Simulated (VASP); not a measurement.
Pt: geometry relaxation (part 1 of 2)

- system: Pt (1 atom in the cell)
- method: Kohn-Sham DFT of a periodic cell, PBE, VASP PAW PBE potentials, recommended, no spin polarisation (VASP 6.6.1)

The structure derives from an entry of the Crystallography Open Database.

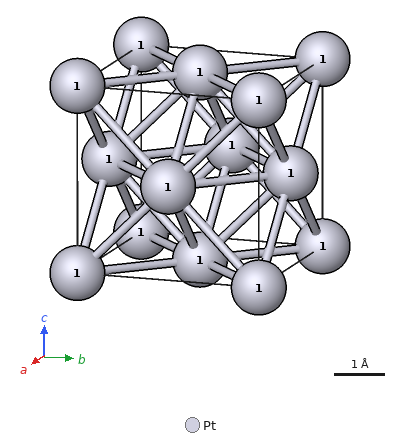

**Figure 1.** The input geometry (ball-and-stick view of the cell 4 times as large as that of the calculation, set on its symmetry axes, seen slightly off an axis; atoms are numbered from 1 in the order of the input). Near neighbours in the crystal (not all of them lie inside the picture): Pt has 12 Pt at 2.77 Å.

## Results in brief

- outcome: converged
- space group (tolerance 0.01 Å): Fm-3m (225)
- electrons treated: 10
- free energy: −6.2033 eV
- Fermi energy: 10.778 eV
- gap on the k-point mesh: none (metallic)
- pressure: 0.00 GPa
- final volume: 15.45 Å³
- largest force (length of the vector) at the end: under 0.001 eV/Å
- final cell: a = 2.796 Å, b = 2.796 Å, c = 2.796 Å, α = 60.00°, β = 60.00°, γ = 60.00°
- hardware: 1 thread of Intel Xeon (Granite Rapids), 96 GiB of memory available, shared host
- wall time: 12 s
- peak memory: 0.14 GiB

Spin–orbit coupling is left out, which matters for Pt.

## INCAR
```
SYSTEM = Pt
ALGO = Fast ; EDIFF = 1E-7
EDIFFG = -0.002 ; ENCUT = 520
GGA = PE ; IBRION = 2
ISIF = 3 ; ISMEAR = 0
LASPH = .TRUE. ; LCHARG = .FALSE.
LREAL = .FALSE. ; LWAVE = .FALSE.
NELM = 60 ; NSW = 80
PREC = Accurate ; SIGMA = 0.1
```

## KPOINTS
```
k-points
0
G
  6 6 6
  0 0 0
```

## POSCAR
```
Pt
1.0
    0.0000000000      1.9609000000      1.9609000000
    1.9609000000      0.0000000000      1.9609000000
    1.9609000000      1.9609000000      0.0000000000
Pt
1
Direct
    0.0000000000      0.0000000000      0.0000000000
```

Command:
```bash
cat potpaw_PBE.64/Pt/POTCAR > POTCAR
mpirun -np 1 vasp_std > vasp.out
```

## OSZICAR
```
N       E                     dE             d eps       ncg     rms          rms(c)
DAV:   1     0.391724730030E+02    0.39172E+02   -0.56047E+03   296   0.103E+03
DAV:   2    -0.605754911807E+01   -0.45230E+02   -0.44111E+02   327   0.191E+02
DAV:   3    -0.658712668747E+01   -0.52958E+00   -0.52883E+00   365   0.203E+01
DAV:   4    -0.658841834886E+01   -0.12917E-02   -0.12916E-02   316   0.104E+00
DAV:   5    -0.658842765845E+01   -0.93096E-05   -0.93099E-05   359   0.817E-02    0.126E+01
RMM:   6    -0.624309615928E+01    0.34533E+00   -0.44385E-01   288   0.678E+00    0.659E+00
RMM:   7    -0.619913922730E+01    0.43957E-01   -0.11381E-01   288   0.356E+00    0.232E+00
RMM:   8    -0.619610876247E+01    0.30305E-02   -0.12007E-02   288   0.115E+00    0.743E-01
RMM:   9    -0.619562952639E+01    0.47924E-03   -0.12698E-03   288   0.370E-01    0.502E-02
RMM:  10    -0.619564841111E+01   -0.18885E-04   -0.18301E-04   288   0.122E-01    0.370E-02
RMM:  11    -0.619565050218E+01   -0.20911E-05   -0.27805E-05   288   0.485E-02    0.326E-02
RMM:  12    -0.619565097119E+01   -0.46901E-06   -0.10227E-05   288   0.301E-02    0.429E-03
RMM:  13    -0.619565117826E+01   -0.20706E-06   -0.21707E-06   254   0.113E-02    0.559E-03
RMM:  14    -0.619565116369E+01    0.14564E-07   -0.31000E-07   220   0.424E-03
   1 F= -.61956512E+01 E0= -.61922756E+01  d E =-.619565E+01
       N       E                     dE             d eps       ncg     rms          rms(c)
DAV:   1    -0.692428561321E+01   -0.72863E+00   -0.17434E+01   290   0.438E+01    0.533E+00
RMM:   2    -0.618749734455E+01    0.73679E+00   -0.10554E+00   288   0.102E+01    0.274E+00
RMM:   3    -0.614909233550E+01    0.38405E-01   -0.11135E-01   288   0.340E+00    0.194E+00
RMM:   4    -0.615265681299E+01   -0.35645E-02   -0.19394E-02   288   0.143E+00    0.418E-01
RMM:   5    -0.615173359681E+01    0.92322E-03   -0.29764E-03   288   0.520E-01    0.530E-02
RMM:   6    -0.615179631164E+01   -0.62715E-04   -0.34002E-04   288   0.164E-01    0.366E-02
RMM:   7    -0.615181056660E+01   -0.14255E-04   -0.59113E-05   287   0.599E-02    0.294E-02
RMM:   8    -0.615181949670E+01   -0.89301E-05   -0.14577E-05   287   0.306E-02    0.189E-02
RMM:   9    -0.615181973482E+01   -0.23813E-06   -0.41727E-06   288   0.179E-02    0.495E-03
RMM:  10    -0.615181971414E+01    0.20686E-07   -0.79982E-07   243   0.761E-03
   2 F= -.61518197E+01 E0= -.61473349E+01  d E =0.438314E-01
       N       E                     dE             d eps       ncg     rms          rms(c)
DAV:   1    -0.658783111778E+01   -0.43601E+00   -0.89934E+00   292   0.318E+01    0.442E+00
RMM:   2    -0.622639956384E+01    0.36143E+00   -0.50690E-01   288   0.707E+00    0.125E+00
RMM:   3    -0.620184497909E+01    0.24555E-01   -0.70345E-02   288   0.267E+00    0.658E-01
RMM:   4    -0.620298407850E+01   -0.11391E-02   -0.47117E-03   288   0.752E-01    0.142E-01
RMM:   5    -0.620324806786E+01   -0.26399E-03   -0.75787E-04   288   0.250E-01    0.377E-02
RMM:   6    -0.620326327604E+01   -0.15208E-04   -0.71491E-05   288   0.798E-02    0.307E-02
RMM:   7    -0.620327707452E+01   -0.13798E-04   -0.28618E-05   288   0.483E-02    0.212E-02
RMM:   8    -0.620327276020E+01    0.43143E-05   -0.16151E-05   288   0.403E-02    0.408E-03
RMM:   9    -0.620327288951E+01   -0.12932E-06   -0.16060E-06   261   0.110E-02    0.210E-03
RMM:  10    -0.620327291764E+01   -0.28124E-07   -0.11712E-07   201   0.309E-03
   3 F= -.62032729E+01 E0= -.61997228E+01  d E =-.762175E-02
       N       E                     dE             d eps       ncg     rms          rms(c)
DAV:   1    -0.620329483760E+01   -0.21948E-04   -0.49794E-04   312   0.238E-01    0.297E-02
RMM:   2    -0.620327611715E+01    0.18720E-04   -0.25947E-05   288   0.506E-02    0.121E-02
RMM:   3    -0.620327509743E+01    0.10197E-05   -0.35177E-06   288   0.191E-02    0.663E-03
RMM:   4    -0.620327545364E+01   -0.35621E-06   -0.32647E-07   229   0.596E-03    0.402E-04
RMM:   5    -0.620327544183E+01    0.11816E-07   -0.52563E-08   177   0.221E-03
   4 F= -.62032754E+01 E0= -.61997291E+01  d E =-.762428E-02
       N       E                     dE             d eps       ncg     rms          rms(c)
DAV:   1    -0.620327544545E+01    0.81923E-08   -0.13162E-08   207   0.929E-04    0.376E-04
RMM:   2    -0.620327543950E+01    0.59486E-08    0.00000E+00    32   0.336E-04
   5 F= -.62032754E+01 E0= -.61997291E+01  d E =0.232501E-08
       N       E                     dE             d eps       ncg     rms          rms(c)
DAV:   1    -0.620327544397E+01    0.14784E-08   -0.17325E-08   150   0.140E-03    0.230E-04
RMM:   2    -0.620327544146E+01    0.25166E-08    0.00000E+00    14   0.333E-04
   6 F= -.62032754E+01 E0= -.61997291E+01  d E =0.371415E-09
       N       E                     dE             d eps       ncg     rms          rms(c)
DAV:   1    -0.620327543826E+01    0.57124E-08   -0.34205E-09   146   0.575E-04    0.103E-04
RMM:   2    -0.620327543556E+01    0.27004E-08    0.00000E+00     2   0.107E-04
   7 F= -.62032754E+01 E0= -.61997291E+01  d E =0.589625E-08
       N       E                     dE             d eps       ncg     rms          rms(c)
DAV:   1    -0.620327543407E+01    0.41923E-08   -0.73766E-10   144   0.279E-04    0.290E-05
RMM:   2    -0.620327543503E+01   -0.95918E-09    0.00000E+00     1   0.558E-05
   8 F= -.62032754E+01 E0= -.61997291E+01  d E =0.642899E-08
       N       E                     dE             d eps       ncg     rms          rms(c)
DAV:   1    -0.620327543675E+01   -0.26778E-08   -0.65135E-11   144   0.907E-05    0.184E-05
RMM:   2    -0.620327543636E+01    0.38278E-09    0.00000E+00     1   0.287E-05
   9 F= -.62032754E+01 E0= -.61997291E+01  d E =0.509317E-08
       N       E                     dE             d eps       ncg     rms          rms(c)
DAV:   1    -0.620327543847E+01   -0.17255E-08   -0.80306E-10   144   0.307E-04    0.425E-05
RMM:   2    -0.620327543790E+01    0.56730E-09    0.00000E+00     1   0.707E-05
  10 F= -.62032754E+01 E0= -.61997291E+01  d E =0.355215E-08
       N       E                     dE             d eps       ncg     rms          rms(c)
DAV:   1    -0.620327544060E+01   -0.21234E-08   -0.28072E-09   144   0.579E-04    0.823E-05
RMM:   2    -0.620327544040E+01    0.19975E-09    0.00000E+00     1   0.135E-04
  11 F= -.62032754E+01 E0= -.61997291E+01  d E =0.106115E-08
       N       E                     dE             d eps       ncg     rms          rms(c)
DAV:   1    -0.620327544562E+01   -0.50201E-08   -0.11434E-08   144   0.117E-03    0.165E-04
RMM:   2    -0.620327544445E+01    0.11694E-08    0.00000E+00     2   0.272E-04
  12 F= -.62032754E+01 E0= -.61997291E+01  d E =-.298928E-08
       N       E                     dE             d eps       ncg     rms          rms(c)
DAV:   1    -0.620327545761E+01   -0.11994E-07   -0.45643E-08   144   0.233E-03    0.330E-04
RMM:   2    -0.620327545217E+01    0.54357E-08   -0.15636E-09    56   0.544E-04
  13 F= -.62032755E+01 E0= -.61997290E+01  d E =-.107173E-07
       N       E                     dE             d eps       ncg     rms          rms(c)
DAV:   1    -0.620327548110E+01   -0.23495E-07   -0.21670E-07   160   0.503E-03    0.683E-04
RMM:   2    -0.620327546638E+01    0.14728E-07   -0.13246E-08   134   0.116E-03
  14 F= -.62032755E+01 E0= -.61997289E+01  d E =-.249194E-07
       N       E                     dE             d eps       ncg     rms          rms(c)
DAV:   1    -0.620327553737E+01   -0.56263E-07   -0.97899E-07   288   0.107E-02    0.143E-03
RMM:   2    -0.620327548530E+01    0.52071E-07   -0.57317E-08   144   0.238E-03
  15 F= -.62032755E+01 E0= -.61997288E+01  d E =-.438401E-07
       N       E                     dE             d eps       ncg     rms          rms(c)
DAV:   1    -0.620327567407E+01   -0.13670E-06   -0.39156E-06   292   0.213E-02    0.288E-03
RMM:   2    -0.620327548883E+01    0.18524E-06   -0.22976E-07   170   0.477E-03    0.129E-03
RMM:   3    -0.620327544970E+01    0.39129E-07   -0.28616E-08   144   0.171E-03
  16 F= -.62032754E+01 E0= -.61997284E+01  d E =-.824423E-08
```

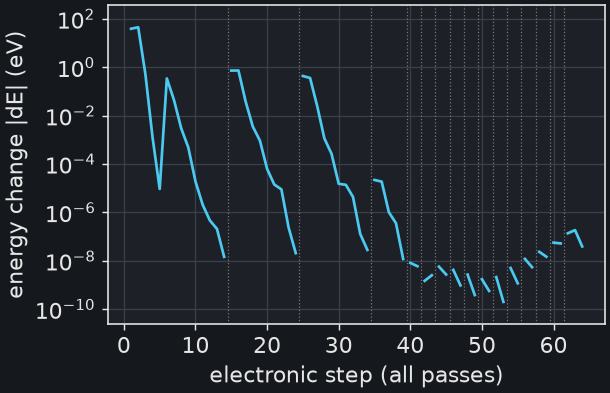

**Figure 2.** Convergence of the self-consistent field: energy change |dE| against the electronic step. Each stretch between dotted lines is the SCF of one geometry step of a relaxation. The 16 ionic steps take 2 to 14 electronic steps each. The density is held fixed in the first few steps, and dE rises again when its update begins.

## Parts of OUTCAR
```
SYSTEM = Pt
   EDIFF = 1E-7
   EDIFFG = -0.002
   ENCUT = 520
   GGA = PE
   IBRION = 2
   ISIF = 3
   ISMEAR = 0
   LASPH = .TRUE.
   LREAL = .FALSE.
   NELM = 60
   NSW = 80
   PREC = Accurate

 ion  position               nearest neighbor table
   1  0.000  0.000  0.000-

  LATTYP: Found a face centered cubic cell.
 ALAT       =     3.9218000000

  Lattice vectors:

 A1 = (   0.0000000000,   1.9609000000,   1.9609000000)
 A2 = (   1.9609000000,   0.0000000000,   1.9609000000)
 A3 = (   1.9609000000,   1.9609000000,   0.0000000000)

Analysis of symmetry for initial positions (statically):
=====================================================================
 Subroutine PRICEL returns:
 Original cell was already a primitive cell.

 Routine SETGRP: Setting up the symmetry group for a
 face centered cubic supercell.

 Subroutine GETGRP returns: Found 48 space group operations
 (whereof 48 operations were pure point group operations)
 out of a pool of 48 trial point group operations.

The static configuration has the point symmetry O_h .

Analysis of symmetry for dynamics (positions and initial velocities):
=====================================================================
 Subroutine PRICEL returns:
 Original cell was already a primitive cell.

 Routine SETGRP: Setting up the symmetry group for a
 face centered cubic supercell.

 Subroutine GETGRP returns: Found 48 space group operations
 (whereof 48 operations were pure point group operations)
 out of a pool of 48 trial point group operations.

The dynamic configuration has the point symmetry O_h .

 Subroutine INISYM returns: Found 48 space group operations
 (whereof 48 operations are pure point group operations),
 and found     1 'primitive' translations

----------------------------------------------------------------------------------------

                                     Primitive cell

  volume of cell :      15.0798

  direct lattice vectors                    reciprocal lattice vectors
     0.000000000  1.960900000  1.960900000    -0.254984956  0.254984956  0.254984956
     1.960900000  0.000000000  1.960900000     0.254984956 -0.254984956  0.254984956
     1.960900000  1.960900000  0.000000000     0.254984956  0.254984956 -0.254984956

  length of vectors
     2.773131374  2.773131374  2.773131374     0.441646899  0.441646899  0.441646899

  position of ions in fractional coordinates (direct lattice)
     0.000000000  0.000000000  0.000000000

  ion indices of the primitive-cell ions
   primitive index   ion index
                 1           1

----------------------------------------------------------------------------------------

 KPOINTS: k-points

Automatic generation of k-mesh.
 Grid dimensions read from file:
 generate k-points for:    6    6    6

 Generating k-lattice:

  Cartesian coordinates                     Fractional coordinates (reciprocal lattice)
    -0.042497493  0.042497493  0.042497493     0.166666667  0.000000000  0.000000000
     0.042497493 -0.042497493  0.042497493     0.000000000  0.166666667  0.000000000
     0.042497493  0.042497493 -0.042497493     0.000000000  0.000000000  0.166666667

  Length of vectors
     0.073607816  0.073607816  0.073607816

  Shift w.r.t. Gamma in fractional coordinates (k-lattice)
     0.000000000  0.000000000  0.000000000

 Subroutine IBZKPT returns following result:
 ===========================================

 Found     16 irreducible k-points:

 Following reciprocal coordinates:
            Coordinates               Weight
  0.000000  0.000000  0.000000      1.000000
  0.166667  0.000000  0.000000      8.000000
  0.333333  0.000000  0.000000      8.000000
  0.500000  0.000000  0.000000      4.000000
  0.166667  0.166667  0.000000      6.000000
  0.333333  0.166667  0.000000     24.000000
  0.500000  0.166667  0.000000     24.000000
 -0.333333  0.166667  0.000000     24.000000
 -0.166667  0.166667  0.000000     12.000000
  0.333333  0.333333  0.000000      6.000000
  0.500000  0.333333  0.000000     24.000000
 -0.333333  0.333333  0.000000     12.000000
  0.500000  0.500000  0.000000      3.000000
  0.500000  0.333333  0.166667     24.000000
 -0.333333  0.333333  0.166667     24.000000
 -0.333333  0.500000  0.166667     12.000000
   k-points           NKPTS =     16   k-points in BZ     NKDIM =     16   number of bands    NBANDS=      9
   number of dos      NEDOS =    301   number of ions     NIONS =      1
   total plane-waves  NPLWV =  13824
   dimension x,y,z NGX =    24 NGY =   24 NGZ =   24
   dimension x,y,z NGXF=    48 NGYF=   48 NGZF=   48
   ions per type =               1
   NGX,Y,Z   is equivalent  to a cutoff of  14.39, 14.39, 14.39 a.u.
   NGXF,Y,Z  is equivalent  to a cutoff of  28.78, 28.78, 28.78 a.u.
 SYSTEM =  Pt
   PREC   = accura    normal or accurate (medium, high low for compatibility)
   ISTART =      0    job   : 0-new  1-cont  2-samecut
   ICHARG =      2    charge: 1-file 2-atom 10-const
   ISPIN  =      1    spin polarized calculation?
   LNONCOLLINEAR =      F non collinear calculations
   LSORBIT =      F    spin-orbit coupling
   LASPH  =      T    aspherical Exc in radial PAW
   ENCUT  =  520.0 eV  38.22 Ry    6.18 a.u.   5.16  5.16  5.16*2*pi/ulx,y,z
   NELM   =     60;   NELMIN=  2; NELMDL= -5     # of ELM steps
   EDIFF  = 0.1E-06   stopping-criterion for ELM
   LREAL  =      F    real-space projection
   EDIFFG = -.2E-02   stopping-criterion for IOM
   NSW    =     80    number of steps for IOM
   IBRION =      2    ionic relax: 0-MD 1-quasi-New 2-CG
   NFREE  =      1    steps in history (QN), initial steepest desc. (CG)
   ISIF   =      3    stress and relaxation
   ISYM   =      2    0-nonsym 1-usesym 2-fastsym
   POTIM  = 0.5000    time-step for ionic-motion
   TEBEG  =    0.0;   TEEND  =   0.0 temperature during run
   PSTRESS=    0.0 pullay stress
   NELECT =      10.0000    total number of electrons
   NUPDOWN=      -1.0000    fix difference up-down
   EMIN   =  10.00;   EMAX   =-10.00  energy-range for DOS
   EFERMI =   0.00;   METHOD = LEGACY
   ISMEAR =     0;   SIGMA  =   0.10  broadening in eV -4-tet -1-fermi 0-gaus
   EFERMI_NEDOS =   21; number of points for ismear=-14 and -15
   IALGO  =     68    algorithm
   IMIX   =      4    mixing-type and parameters
     AMIX     =   0.40;   BMIX     =  1.00
     AMIX_MAG =   1.60;   BMIX_MAG =  1.00
  volume/ion in A,a.u.               =      15.08       101.76
  Fermi-wavevector in a.u.,A,eV,Ry     =   1.427609  2.697791 27.729605  2.038068
  Thomas-Fermi vector in A             =   2.547760
   LORBIT       =      0    0 simple, 1 ext, 2 COOP (PROOUT), +10 PAW based schemes
   GGA     = PE    functional components
   LHFCALC =     F    Hartree Fock is set to
   AEXX    =    0.0000 exact exchange contribution
   IVDW    =     0    specifies the selected vdW correction
   LEPSILON=     F    determine dielectric tensor
   LRPA    =     F    only Hartree local field effects (RPA)
 conjugate gradient relaxation of ions
 non-spin polarized calculation
 RMM-DIIS sequential band-by-band and
 Gauss-broadening in eV      SIGMA  =   0.10
  energy-cutoff  :      520.00
  volume of cell :       15.08
 maximum number of plane-waves:       419
 NGX is ok and might be reduce to    24
   NGX = 11   NGY = 11   NGZ = 11

--------------------------------------- Ionic step        1  -------------------------------------------

 number of electron      10.0000000 magnetization

 Free energy of the ion-electron system (eV)
  ---------------------------------------------------
  ext. energy  EPLUGINS =         0.00000000
  ---------------------------------------------------
  free energy    TOTEN  =        -6.19565116 eV

  energy without entropy =       -6.18890006  energy(sigma->0) =       -6.19227561

------------------------ aborting loop because EDIFF is reached ----------------------------------------

  FORCE on cell =-STRESS in cart. coord.  units (eV):
  Direction    XX          YY          ZZ          XY          YZ          ZX
  --------------------------------------------------------------------------------------
  -------------------------------------------------------------------------------------
  Total        0.6396803      0.6396803      0.6396803      0.0000000     -0.0000000      0.0000000
  in kB       67.9637328     67.9637328     67.9637328      0.0000000     -0.0000000      0.0000000
  external PRESSURE =      67.9637328 kB  Pullay stress =       0.0000000 kB

 VOLUME and BASIS-vectors are now :
 -----------------------------------------------------------------------------
  energy-cutoff  :      520.00
  volume of cell :       15.08
      direct lattice vectors                 reciprocal lattice vectors
     0.000000000  1.960900000  1.960900000    -0.254984956  0.254984956  0.254984956
     1.960900000  0.000000000  1.960900000     0.254984956 -0.254984956  0.254984956
     1.960900000  1.960900000  0.000000000     0.254984956  0.254984956 -0.254984956

 POSITION                                       TOTAL-FORCE (eV/Angst)
 -----------------------------------------------------------------------------------
      0.00000      0.00000      0.00000         0.000000      0.000000     -0.000000
 -----------------------------------------------------------------------------------
    total drift:                                0.000000     -0.000000     -0.000000
```
